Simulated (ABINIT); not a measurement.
# Run report: NiO, geometry relaxation (part 3 of 3)

Continued. System: NiO (Fm-3m, 2 atoms in the cell). Method: Kohn-Sham DFT of a periodic cell, PBE, PseudoDojo NC SR PBE v0.5 stringent, spin-polarised (ABINIT 10.8.3); cutoff 1414.99 eV, 8×8×8 k-mesh, fermi-dirac of 0.05 eV, collinear spins. The structure derives from an entry of the Crystallography Open Database.

Geometry of the input (Å; fractional positions):
```
0.0000  2.0859  2.0859
2.0859  0.0000  2.0859
2.0859  2.0859  0.0000
Ni 0.0000  0.0000  0.0000
O  0.5000  0.5000  0.5000
```

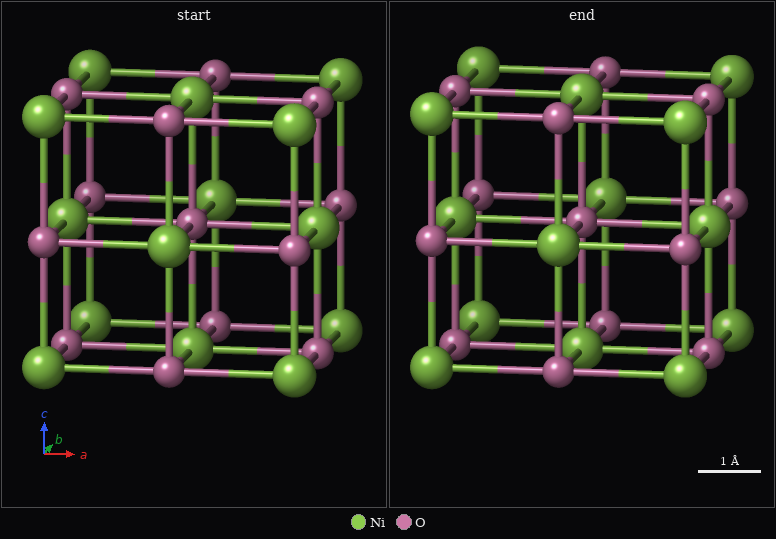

*Before (left) and after (right) the relaxation, at one scale (ball-and-stick view of the cell 4 times as large as that of the calculation, set on its symmetry axes, seen slightly off an axis).*

Over 3 geometry steps the energy falls by 12.0 meV per cell of the calculation. All forces vanish by symmetry, so only the cell relaxes. No atom moves by more than 0.005 Å relative to the cell. Cell: a = b = c 4.172 → 4.218 Å (+1.1 %). Volume +3.4 %. Among the contacts that change: Ni1–O2 2.086 → 2.109 Å. The space group stays Fm-3m (No. 225). (Atoms are counted from 1 in the order of the input.)

Results in brief

| quantity | value |
| --- | --- |
| outcome | converged |
| space group (tolerance 0.01 Å) | Fm-3m (225) |
| electrons treated | 24 |
| free energy | −5054.1995 eV |
| Fermi energy | 8.482 eV |
| gap on the k-point mesh | none (metallic) |
| net moment of the cell | 1.88 μB |
| pressure | 0.00 GPa |
| final volume | 18.77 Å³ |
| largest force (length of the vector) at the end | under 0.001 eV/Å |
| final cell | a = 2.983 Å, b = 2.983 Å, c = 2.983 Å, α = 60.00°, β = 60.00°, γ = 60.00° |
| hardware | 4 threads of Arm Neoverse V2, 24 GiB of memory available, shared host |
| wall time | 1.8 min (CPU time 7.2 min) |
| peak memory | 0.4 GiB |
